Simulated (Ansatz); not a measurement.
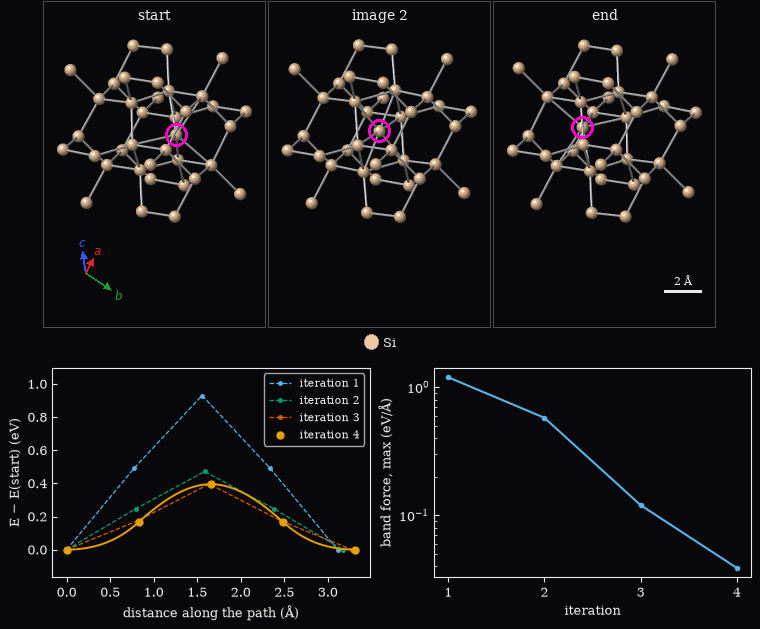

NEB run on a defect cell of composition Si (33 atoms in the cell). Images are numbered from 0 (start) to 4 (end). The plot follows the band through its iterations. Style: ball-and-stick. Shown: the atoms within 5.8 Å of the middle of the path, from a free direction. The moving atom is ringed, with any periodic copies. Bonds to atoms that aren't drawn are left out.

Computed with Ansatz, DFT PBE, scalar-relativistic, plane waves, PAW. Settings: plane-wave cutoff 420 eV; k-point mesh 2 × 2 × 2; Gaussian smearing 0.02 eV; 3 movable images; climbing image.

Question: How did the profile develop, and is the result final?

Answer: The run is converged, with reservations. The band converged in 4 iterations. The largest component of the band force went from 1.2 to 0.039 eV/Å. The climbing image converged on the top of the path. Its curvatures weren't checked. The first iteration put the highest image at 0.93 eV. The two ends have the same energy, and the highest point, image 2, lies 0.40 eV above the start.

The run took 2.2 min on 4 threads of Arm Neoverse V2 (shared host), peak memory 2.3 GiB.
